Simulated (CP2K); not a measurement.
```
CELL_PARAMETERS angstrom
3.99759 0.00000 0.00000
-1.99879 3.46201 0.00000
0.00000 0.00000 25.72929
ATOMIC_POSITIONS crystal
Ge 0.33333 0.66667 0.29150
Ge 0.66667 0.33333 0.32376
Ge 0.66667 0.33333 0.41974
Ge 0.33333 0.66667 0.45201
Ge 0.33333 0.66667 0.54799
Ge 0.66667 0.33333 0.58026
Ge 0.66667 0.33333 0.67624
Ge 0.33333 0.66667 0.70850
```

These are results of Kohn-Sham DFT of a periodic cell, PBE, GTH-PBE with UZH-TZVP basis (CP2K 2026.2), not measurements.

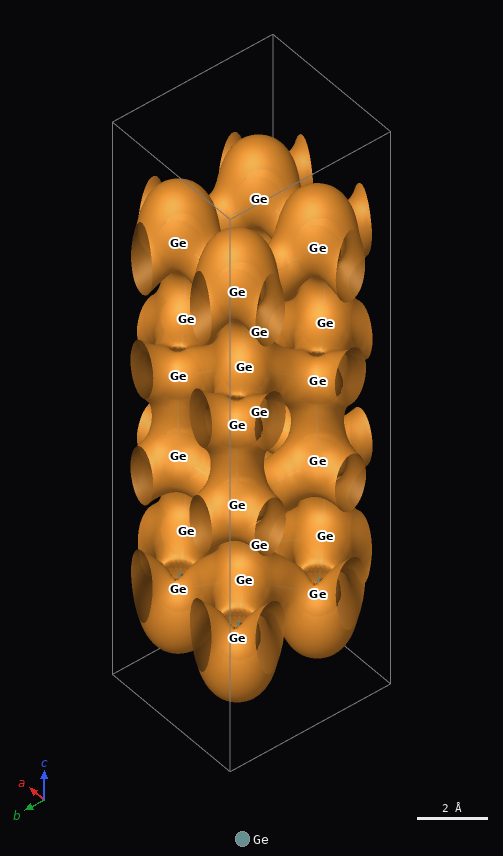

Ge (slab). Isosurface of the electron localisation function at 0.65 (orange), seen at an oblique angle. Only the valence region is drawn (cores and ρ < 0.01 e/Å³ removed). Sticks mark near contacts.

In a pseudopotential calculation such maps are meaningful between the atoms, not at the nuclei.

Question: What do the ELF domains correspond to?

Answer: The ELF exceeds this value in sheets that run through the cell in two directions, counted in one cell of 8 atoms. Counts are for one cell; the picture repeats the cell along the surface. There are no localised bonds or lone pairs at this value.

Values along the shortest contacts:
Ge–Ge (2.45 Å): the ELF peaks at about 0.90 between the atoms, as expected for localised, covalent bonding.
